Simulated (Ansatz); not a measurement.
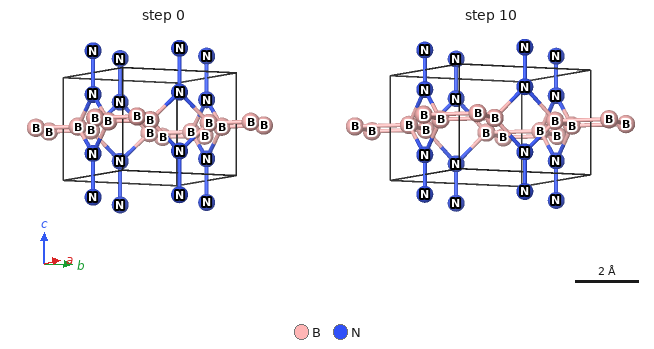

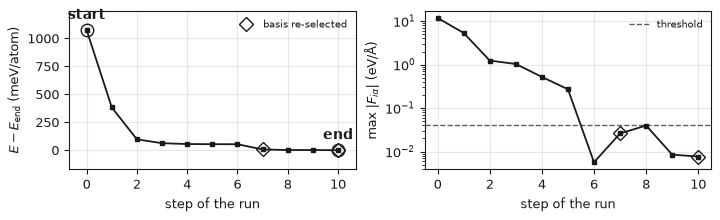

First and last geometry of a relaxation of solid BN (a generated structure, set up in P4/mmm) (coarse preliminary run), with the history of the run. Style: ball-and-stick. Shown: the cell of the calculation, from a free direction.

Computed with DFT PBE, scalar-relativistic, plane waves, PAW in Ansatz.

Input
```yaml
crystal:
  lattice:
    - [4.12211198, 0.0, 0.0]
    - [0.0, 4.12211198, 0.0]
    - [0.0, 0.0, 3.31776234]
  atoms:
    - { symbol: B, position: [0.24225281, 0.0, 0.5] }
    - { symbol: B, position: [0.75774719, 0.0, 0.5] }
    - { symbol: B, position: [0.0, 0.24225281, 0.5] }
    - { symbol: B, position: [0.0, 0.75774719, 0.5] }
    - { symbol: "N", position: [0.5, 0.0, 0.78742072] }
    - { symbol: "N", position: [0.0, 0.5, 0.78742072] }
    - { symbol: "N", position: [0.5, 0.0, 0.21257928] }
    - { symbol: "N", position: [0.0, 0.5, 0.21257928] }
basis:
  ecutwfc: 420
kpoints:
  mp_grid: { grid: [4, 4, 6] }
hamiltonian:
  xc: pbe
scf:
  occupations: { method: gaussian, width: 0.1 }
  lower_state_search: "off"
output:
  forces: true
  stress: true
  eigenvalues: true
relax:
  adjacent_minimum: "off"
  f_tol: 0.04
  max_steps: 70
  cell: { stress_tol: 0.4 }
```

Launched with:
```bash
ansatz run input.yaml --threads 1 --pin off --max-ram 2560MiB --backend cpu --events-out ev --progress --plain --runs-dir out
```

Q: Read the history and describe the run.

A: It converged. The energy falls by 1076 meV per atom in 8 accepted moves (10 points after the start). The largest force component goes from 12 to 0.0076 eV/Å. Pressure: 82.91 GPa at the start and −0.08 GPa at the end. At 2 points the geometry stayed and the basis and grid were re-selected for the new cell (energy shift of 46.6 meV per atom at most each time). The largest moves relative to the cell, 0.13 Å, are those of B1, B2, B3 and B4. B1 goes along +a. Largest moves by element: B 0.13 Å, N 0.08 Å. The drawn cell changes as follows: a = b 4.122 → 4.771 Å (+15.8 %), c 3.318 → 3.383 Å (+2.0 %); the volume changes by +36.6 %. Some distances before and after: B1–B2 1.997 → 2.573 Å, B1–B3 1.412 → 1.820 Å, N5–N7 1.411 → 1.276 Å, B1–N5 1.428 → 1.522 Å. Among the angles between lasting bonds that change: B1–N7–B2 96.2° → 92.4°, N5–B1–N7 83.8° → 87.6°. The space group stays P4/mmm (No. 123).

Limits of the set-up: the k-point mesh is coarse for a cell with partly filled bands.
